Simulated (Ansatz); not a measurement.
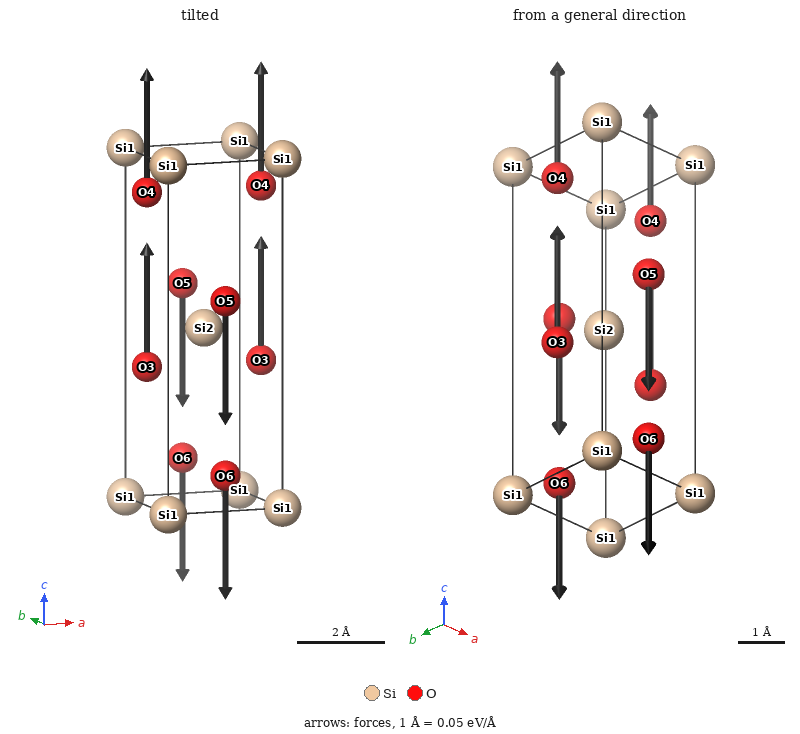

The figure gives a spheres-only picture of the atoms, viewed slightly off an axis and from a general direction. The wireframe shows the simulation cell. The arrows are the computed forces on the atoms.

System: SiO₂. All computed values are from DFT, HSE06, plane waves, PAW in Ansatz 0.2.0. Settings: wavefunction cutoff 420 eV, a 6×6×2 mesh of k-points, no spin polarisation.

Do the forces show a relaxed structure?

Answer. No. The atoms still feel forces of up to about 0.13 eV/Å, above a usual threshold of 0.01 to 0.03 eV/Å.

Name the atom under the greatest force.

Answer. All O atoms, about 0.13 eV/Å.

It goes back to a structure type filled with these elements by a generator (whether the compound takes this form wasn't checked). Earlier steps of the study may have refined or changed the cell and positions. It was run through Ansatz as a DFT input.
